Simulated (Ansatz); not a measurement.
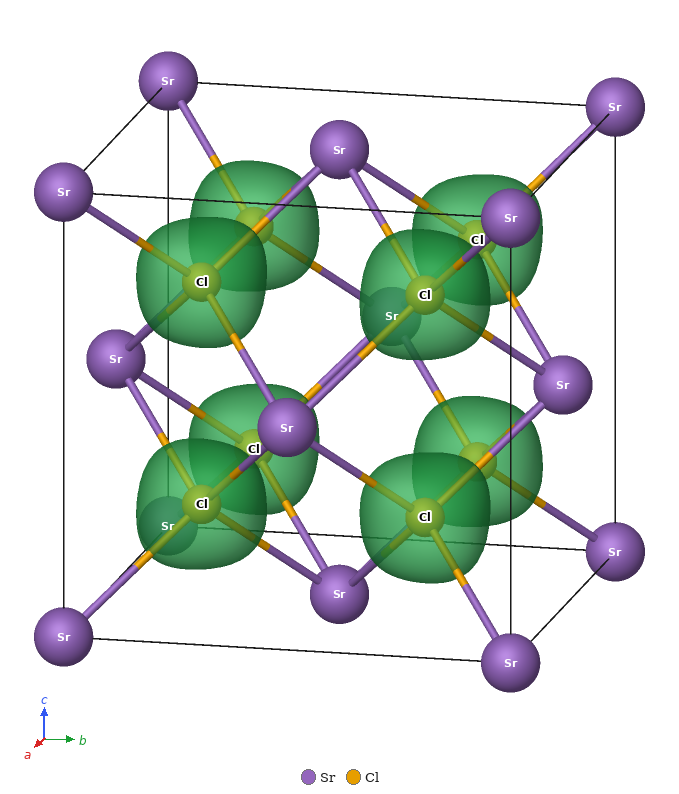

Figure 1: SrCl2. Where the hole sits when 0.5 electron is taken from the 3-atom cell of the calculation (uniform compensating background, atoms fixed); the change of density for each carrier, counted positive where the carrier is: green surfaces at +0.03, none at −0.03 1/Å³, in the conventional cell seen slightly off an axis (the regions close to the nuclei are left out). Cores are masked to 1.0 Å (Sr) and 0.7 Å (Cl).

Space group Fm-3m.

The calculation used DFT PBE, scalar-relativistic, plane waves, PAW (Ansatz 0.2.0).

Core electrons are frozen (PAW), so the fields are smoothed inside the atomic spheres.

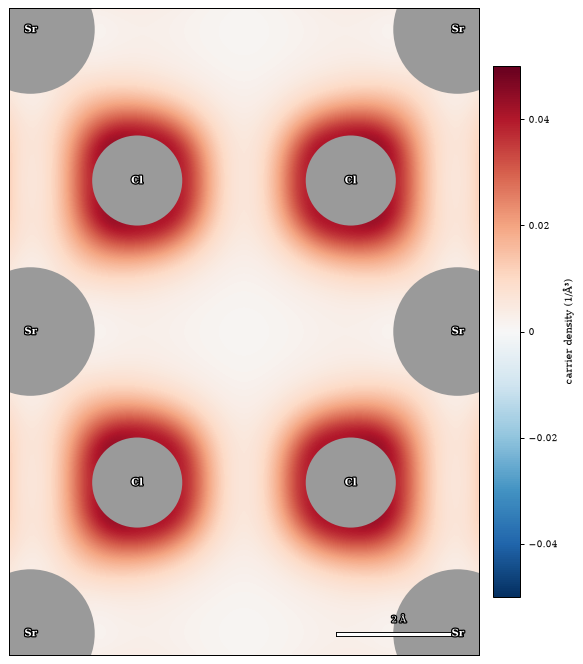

Second picture: a map on the (011) plane of the conventional cell, with grey discs over the atomic cores.

> Where does the doped charge go?

Summed over atomic cells sized by the Bader volumes, the hole divides as Cl about 90 % and Sr about 10 %; the most favoured element is Cl, which fills 75 % of the volume. Over the whole cell, outside the cores, it is densest at the edge of the masked core of Cl. The counter-flow of charge adds up to under 0.1 e for each carrier. These are shares of the net change, screening included; the states that take the carrier can be more concentrated. This is very heavy doping, far beyond the dilute limit.

Run times: 19 s (hole) and 19 s (base cell), on 1 thread of Arm Neoverse N1, with other jobs on the host.
